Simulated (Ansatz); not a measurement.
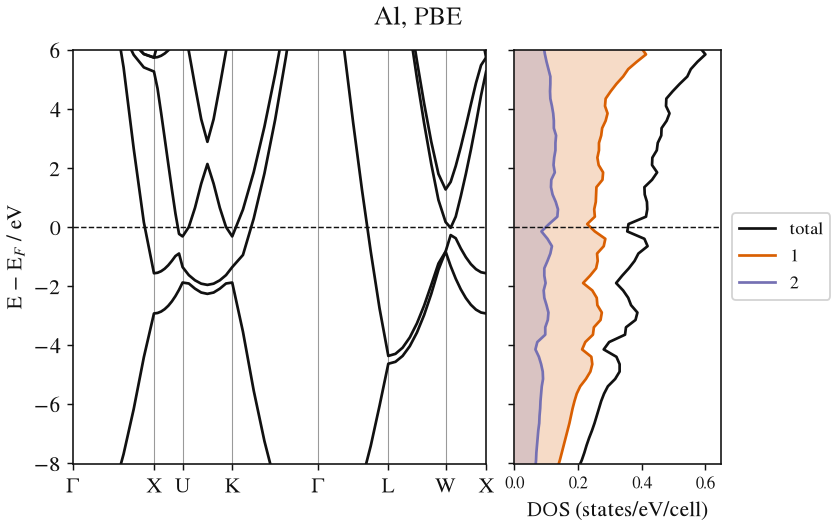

Band structure and density of states. Energies are counted from the Fermi level. The path runs straight from each named point to the next. The partial curves are projected on Löwdin-orthogonalised atomic shells.

System: Al, space group Fm-3m, 1 atom in the cell, a database entry, rescaled.

Method: DFT with PBE, PAW plane waves, no spin polarisation, 14×14×14 k mesh, 420 eV cutoff, Gaussian smearing of 0.071 eV (Ansatz).

Q: The numbered curves are projections. Which is which? The candidates: Al 3p, Al 3s.

A: 1 is Al 3p; 2 is Al 3s.

Q: Does this material conduct, going by its bands?

A: A metal: 2 bands cross the Fermi level along this path.
